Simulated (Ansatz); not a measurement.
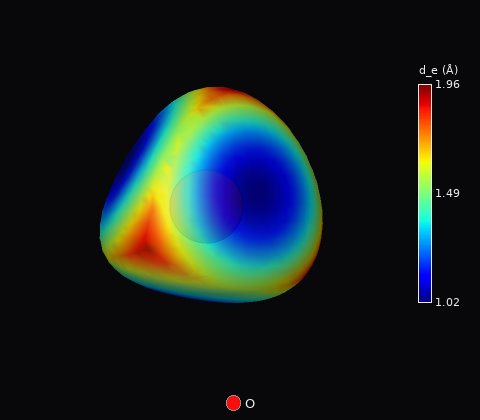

Hirshfeld surface computed for one O atom in ZnO in space group P6_3mc, coloured by d_e.

The surface is where the fragment's share of the procrystal density (the sum of the densities of spherically averaged neutral Hartree-Fock atoms) equals one half. d_i and d_e are the distances from the surface to the nearest nucleus inside and outside.

Source of the atomic positions: the end point of a relaxation with DFT, HSE06, plane waves, PAW in Ansatz 0.2.0; the starting structure was generated, so it need not be a known form of this composition.

```
CELL_PARAMETERS angstrom
3.25015 0.00000 0.00000
-1.62507 2.81471 0.00000
0.00000 0.00000 5.22162
ATOMIC_POSITIONS crystal
Zn 0.33333 0.66667 0.99723
Zn 0.66667 0.33333 0.49723
O 0.33333 0.66667 0.37777
O 0.66667 0.33333 0.87777
```

Question: What is the shortest distance from the fragment to an atom outside it?

Answer: O–Zn, 1.98 Å.

Question: How is the surface shared among contacts (nearest atom inside ··· nearest atom outside)?

Answer: O···Zn 100 %. The surface faces 4 neighbours with more than 2 % of its area each: 4 Zn.

Question: Give the size and shape of the surface.

Answer: It encloses about 6.2 Å³, has an area of about 17 Å² and a globularity of 0.98 (1 for a sphere).
